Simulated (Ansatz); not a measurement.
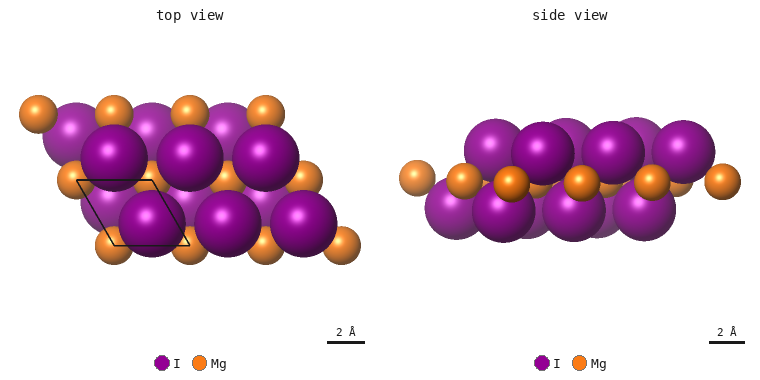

Monolayer MgI2, seen from above and from the side.

All numbers here come from DFT PBE+D3(BJ), scalar-relativistic, plane waves, PAW (Ansatz). Cutoff 420 eV, 24 × 24 k-points, Gaussian smearing 0.05 eV, dipole correction. No spin polarisation. Spin–orbit coupling is left out; with I it can shift levels and gaps. The semilocal functional makes this wide gap too small, and with it the biases at which current sets in. The run couldn't confirm all of its levels under its output density.

The STM signal is simulated in the Tersoff–Hamann approximation. Zero bias is put in the middle of the gap by convention. Bias windows are sharp sums over the levels of the k mesh.

Input

```yaml
crystal:
  lattice:
    - [4.1376793489, 0.0, 0.0]
    - [-2.0688396744, 3.5833354288, 0.0]
    - [0.0, 0.0, 21.3639861343]
  atoms:
    - { symbol: I, position: [0.3333333333, 0.6666666667, 0.4212696986] }
    - { symbol: Mg, position: [0.0, 0.0, 0.4999999951] }
    - { symbol: I, position: [0.6666666667, 0.3333333333, 0.5787303014] }
basis:
  ecutwfc: 420.0
  fft_grid_basis: typed
kpoints:
  mp_grid: { grid: [24, 24, 1] }
hamiltonian:
  xc: pbe
  dispersion: d3bj
  pseudopotentials: { kind: paw }
scf:
  occupations: { method: gaussian, width: 0.05 }
output:
  forces: true
  eigenvalues: true
  band_densities:
    - { e_range: [-3.85, -3.05] }
    - { e_range: [-3.05, -2.45] }
    - { e_range: [-2.45, -2.1] }
    - { e_range: [-2.1, 0.0] }
    - { e_range: [0.0, 2.1] }
    - { e_range: [2.1, 2.45] }
    - { e_range: [2.45, 3.05] }
  band_residual_tolerance: 1.0e-05
  write_potential: true
  elf: true
  write_density: true
  volumetric_format: npy
efield:
  axis: 3
  dipole_correction: true
  ramp_width: 0.04
checkpoint:
  read: start.run
  write: ck
  compress: false
  write_wavefunctions: false
  write_every: 100000
```

Run with:

```sh
ansatz run input.yaml --threads 1 --pin off --max-ram 2211MiB --backend cpu --events-out ev --progress --plain --runs-dir out
```

Cost without the relaxation before it: 61 s on 1 thread of Arm Neoverse V2, on a shared host, peak memory 0.67 GiB.

Question: What does a constant-current image at a set point of 2.9 × 10⁻⁴ e/Å³ show at −3.85 V?

Answer: The brightest spots lie over the top I atoms; the darkest points are over the sites above the Mg atoms 1.7 Å below the top plane. The corrugation is 65 pm at a mean tip height of 2.9 Å.

Question: Describe the constant-current image at a set point of 5.8 × 10⁻⁴ e/Å³ at a sample bias of +3.05 V.

Answer: The brightest spots lie over points 1.2 Å to the side of the top I atoms; the darkest points are over the sites above the Mg atoms 1.7 Å below the top plane. The corrugation is 6 pm at a mean tip height of 3.0 Å. So weak a contrast (6 pm) depends on the k-mesh and on the tip.

The computed images, with the atoms seen from above drawn over one corner (deeper ones smaller):

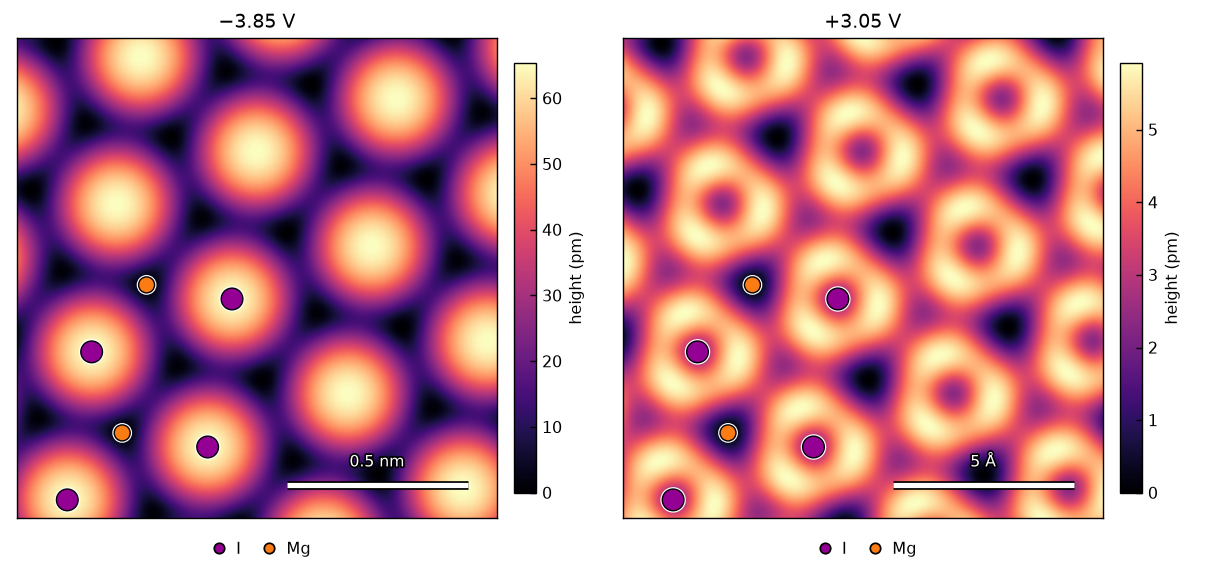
